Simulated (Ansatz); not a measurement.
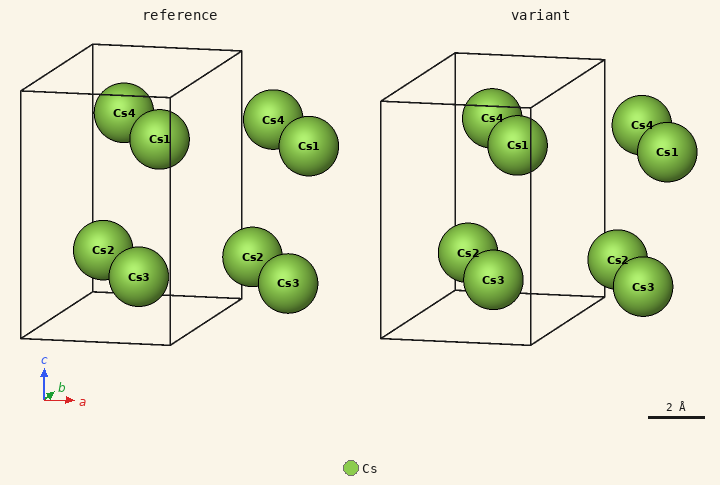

Left: a symmetric starting cell of Cs. Right: the same structure after one change, at the same scale. Style: spheres-only. Shown: the cell of the calculation, repeated 2 × 1 × 1 with one cell outlined, slightly off an axis.

Method: DFT PBE, scalar-relativistic, plane waves, PAW (Ansatz). (plane-wave cutoff 420 eV; k-point mesh 8 × 4 × 6; occupations gaussian; smearing width 0.1 eV; no spin polarisation)

What distinguishes the right structure from the left one?

Answer. The cell is strained by +3.4 % along b, +0.3 % along a, −4.2 % along c (volume −0.6 %) and atoms are displaced by 0.25 Å relative to the cell: Cs3 0.25 Å along [−2 −1 0]. No relaxation follows. The starting cell wasn't computed here and needn't be at equilibrium, so pressure and forces aren't due to the change alone.

And its effect?

Answer. The pressure is −0.1 GPa (not all of it need come from the change, since the unchanged cell can be under pressure at this level too). The principal stresses (compression positive) are 0.1 GPa along c and −0.1 GPa across it. The largest forces, 0.053 eV/Å, act on Cs1, Cs2, Cs3 and Cs4; on Cs1 it points roughly along [3 −1 0]. The forces mostly point back along the displacements (cosine −0.86). Some distances before and after: Cs–Cs 5.626 → 5.211 Å, Cs–Cs 5.791 → 6.117 Å, Cs–Cs 5.354 → 5.481 Å, Cs–Cs 5.741 → 5.676 Å. The space group stays Pbcm (No. 57).
